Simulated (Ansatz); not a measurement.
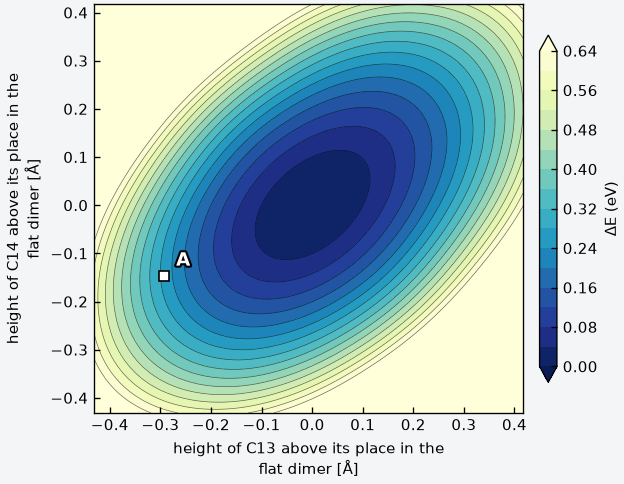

A SiC(100) slab cut from the F-43m phase, its lower face capped with 4 H atoms (18 atoms in the cell). 
- Two atoms of the surface dimers are held at set heights.
- Coordinates scanned: (1) height of C13 above its place in the flat dimer; (2) height of C14 above its place in the flat dimer.
- Relaxed at each point: all atoms of the upper layers, but for the two heights.
- Grid: 7 × 7 points; 28 points were computed and 21 follow by symmetry.
- Points are written as (first, second).
- Energies: eV, counted from the lowest grid point.
- Method: DFT PBEsol, scalar-relativistic, plane waves, PAW in Ansatz. Settings: cutoff 420 eV, k-mesh 4×8×1, gaussian smearing 0.05 eV, no spin polarisation.

In the figure: filled contours, one colour for all values above the top of the scale, the point A. Between grid points the surface is interpolated.

> Is A at rest? If not, where is it pushed?

A, at (−0.292 Å, −0.146 Å), is not a stationary point. The computed force is 1.8 eV for each Å towards larger values of the first coordinate and 0.09 eV for each Å towards larger values of the second coordinate.
